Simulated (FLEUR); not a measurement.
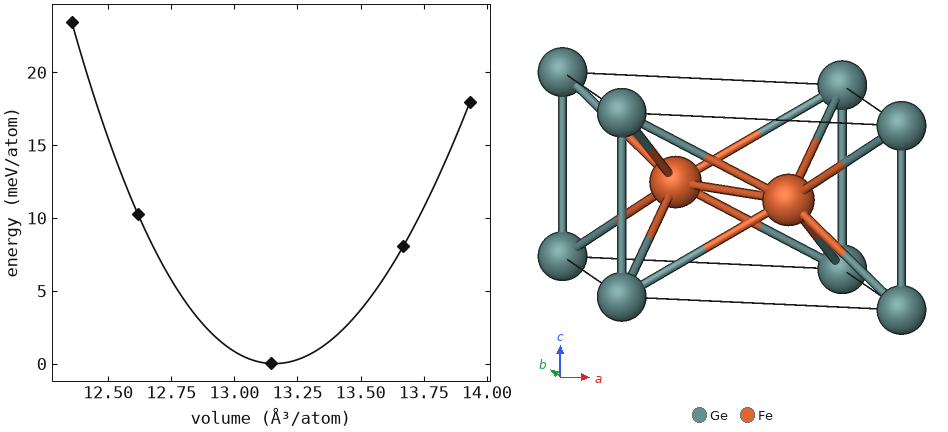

Calculation (FLEUR MaX-R8.1 (later development tree)): all-electron LAPW DFT, collinear spins; energies at scaled volumes of the given cell, shape and fractions fixed, counted from the fit's minimum, third-order Birch-Murnaghan fit. Level: r2SCAN, collinear spin.

| setting | value |
| --- | --- |
| k mesh | 7×7×10 |
| occupations | Fermi–Dirac |
| smearing width | 0.05 eV |
| potentials | all electron |
| program settings | basis FLAPW, kmax 4.8 1/bohr |

Cell as given: a = 4.164 Å, b = 4.164 Å, c = 2.626 Å, α = 90.00°, β = 90.00°, γ = 120.00°; 3 atoms.

**Figure.** Energy against volume for Fe₂Ge, space group P6/mmm (No. 191). The conventional cell is drawn beside the plot.

A third-order Birch–Murnaghan fit gives V0 = 13.16 Å³/atom, B0 = 139 GPa and B′ = 4.0. The energy is 23.48 meV/atom at volume 12.36 Å³/atom and 17.96 meV/atom at 13.93 Å³/atom; the lowest computed point is at volume 13.14 Å³/atom (0.01 meV/atom).

Limits of the calculation: shape and atomic fractions are frozen while scaling, which makes layered, chain and framework solids too stiff.
